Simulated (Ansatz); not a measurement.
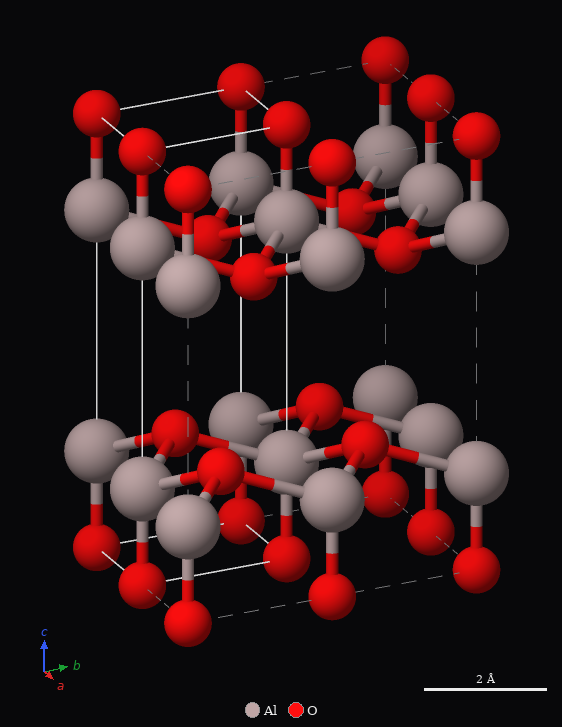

The figure gives a ball-and-stick picture of the atoms, viewed slightly off an axis. Shown are 2×2×1 repeats of the conventional unit cell, one of them outlined in solid lines.

Al2O3, space group P-3m1 (No. 164), a = 3.26 Å, b = 3.26 Å, c = 7.27 Å, α = 90.00°, β = 90.00°, γ = 120.00°.

All computed values are from DFT LDA, scalar-relativistic, plane waves, PAW (Ansatz). Settings: a plane-wave cutoff of 420 eV, Brillouin-zone sampling on a 12×12×4 mesh, Gaussian smearing of 0.05 eV, no spin polarisation.

Predict the gap.

A semiconductor at this level, with a gap of 2.51 eV on the k-mesh (the true edges may lie between mesh points, so the gap can be somewhat smaller).

What is the computed pressure?

The computed pressure is -16.0 GPa (stretched: it would shrink). The stress isn't hydrostatic: its largest component is 29.4 GPa.

The model was built from a structure listed in the Materials Project. The cell was then strained or its atoms displaced on purpose. A calculation with Ansatz used it as input.

At this level of theory the cell isn't at rest (stretched, at -16 GPa and forces up to 2.7 eV/Å), so its distances can differ from those at equilibrium, the more so the softer the solid.
